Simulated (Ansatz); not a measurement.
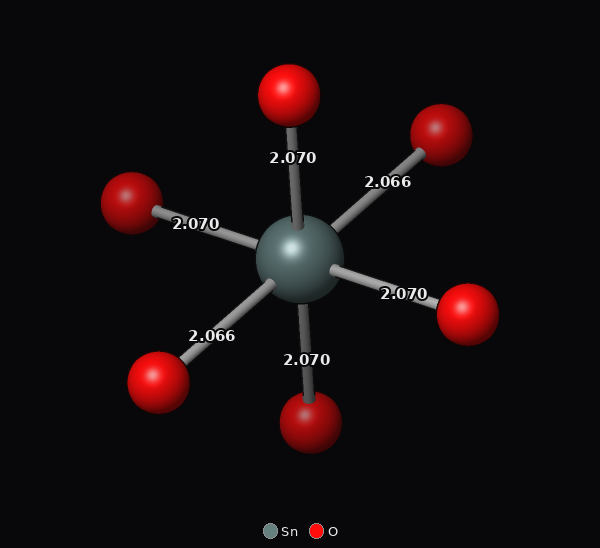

The surroundings of site Sn1 (at 0.000, 0.000, 0.000) in SnO2 (P4_2/mnm, No. 136), with bond lengths in Å.

The cell is taken from the end point of a relaxation with Ansatz 0.2.0, DFT PBEsol, scalar-relativistic, plane waves, PAW.

```
Sn O
1.0
     4.76899    0.00000    0.00000
     0.00000    4.76899    0.00000
     0.00000    0.00000    3.21206
Sn O
2 4
Direct
  0.00000 0.00000 0.00000
  0.50000 0.50000 0.50000
  0.30628 0.30628 0.00000
  0.19372 0.80628 0.50000
  0.69372 0.69372 0.00000
  0.80628 0.19372 0.50000
```

Bond valence s = exp((R0 − d)/b), R0 fitted to published crystal structures with b = 0.37 Å; R0 in Å: Sn4+–O 1.887.

**Calculate the bond-valence sum of Sn1 from the bonds drawn.**

2 × 0.616 + 4 × 0.610 = 3.67 v.u., against a formal valence of 4: underbonded (bonds long for this ion) by 0.33.

**And over the whole structure?**

```tsv
site	x, y, z	formal valence	bond-valence sum	difference
Sn1	0.000, 0.000, 0.000	+4	3.75	-0.25
O1	0.306, 0.306, 0.000	−2	1.87	-0.13
```

These sums include all anions within 5 Å. The global instability index (root mean square of the differences over all atoms) is 0.18 v.u.: moderate strain, common in real structures.
